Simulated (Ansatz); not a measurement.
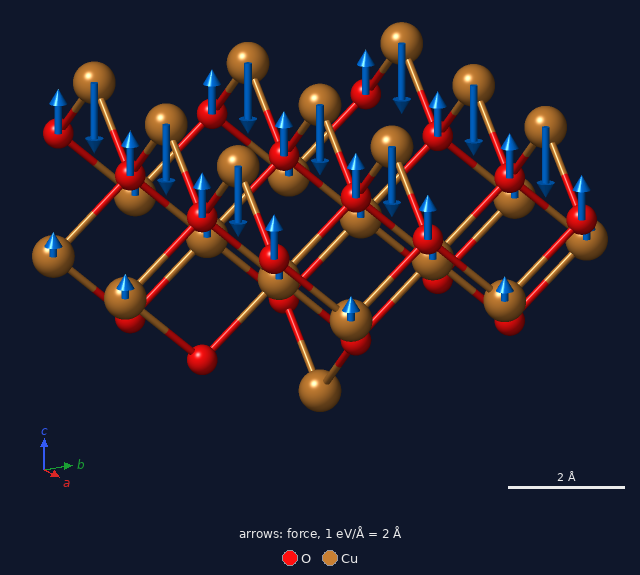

Starting geometry of a slab of composition CuO (cut from the Cccm phase) with the computed forces as blue arrows. Style: ball-and-stick. Shown: the atoms within 5.8 Å of the atom that moves most (axes of the 3 × 3 repeat of the cell, outlined in the plane, without the vacuum), from a free direction.

Case: clean slab, lower half held. The slab is the (0 0 1) face of CuO. 4 atoms are held fixed.

All numbers below come from DFT PBE, scalar-relativistic, plane waves, PAW (Ansatz). (plane-wave cutoff 420 eV; k-point mesh 10 × 10 × 1; occupations gaussian; smearing width 0.1 eV; no spin polarisation; dipole correction; atoms relaxed in a fixed cell; force threshold 0.03 eV/Å; at most 70 steps)

Q: What follows when this structure is relaxed?

A: It isn't relaxed: the largest force vector, on a Cu atom, is 0.64 eV/Å. The final displacements follow the starting forces only in part (cosine between the two patterns 0.83). Over 4 geometry steps the energy falls by 36.3 meV per cell of the calculation. The largest force component goes from 0.64 to 0.001 eV/Å. A Cu atom moves most: 0.11 Å along the normal (−c). By element the largest moves are Cu 0.11 Å, O 0.01 Å. The lattice vectors keep their values. Some distances before and after: Cu–O 1.958 → 1.886 Å. Bond angles that change, for instance: Cu–O–Cu 97.7° → 102.9°, O–Cu–O 97.7° → 102.9°. Cost: 4.2 min on 2 threads of Arm Neoverse V1, on a shared host, peak memory 0.79 GiB.
